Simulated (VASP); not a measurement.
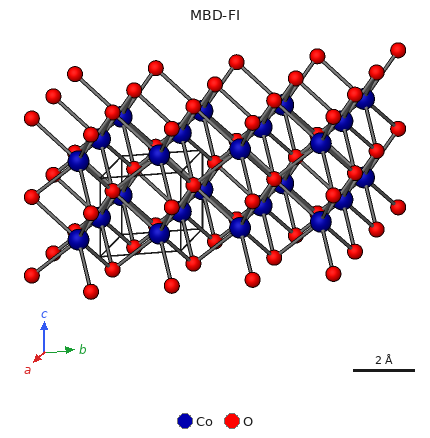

Crystalline CoO (a generated structure, set up in P-6m2), relaxed (cell and atoms) with several dispersion corrections. The picture shows the result with MBD-FI. Style: ball-and-stick. Shown: the cell of the calculation, repeated 2 × 3 × 2 with one cell outlined, slightly off an axis.

Computed with VASP 6.6.1: PBE with TS, VASP PAW PBE potentials, recommended. Settings: plane-wave cutoff 600 eV; k-point mesh 8 × 8 × 7; occupations fermi-dirac; smearing width 0.05 eV; collinear spin.

```json
{"dispersion correction": "MBD-FI", "volume (Å³/atom)": "9.055", "a (Å)": "2.777", "c (Å)": "2.711"}
{"dispersion correction": "TS", "volume (Å³/atom)": "9.168", "a (Å)": "2.791", "c (Å)": "2.718"}
{"dispersion correction": "dDsC", "volume (Å³/atom)": "9.128", "a (Å)": "2.794", "c (Å)": "2.703"}
{"dispersion correction": "rVV10", "volume (Å³/atom)": "?", "a (Å)": "?", "c (Å)": "?"}
{"dispersion correction": "MBD", "volume (Å³/atom)": "9.068", "a (Å)": "2.780", "c (Å)": "2.711"}
{"dispersion correction": "TS-HI", "volume (Å³/atom)": "9.182", "a (Å)": "2.807", "c (Å)": "2.690"}
```

Question: Fill in the missing row.

Answer: With rVV10 the volume is the largest of the series, above TS-HI (9.182). The calculation gives 9.295 Å³/atom (a = 2.814 Å, c = 2.710 Å). In order of volume: MBD-FI < MBD < dDsC < TS < TS-HI < rVV10; the spread is 2.7 %.
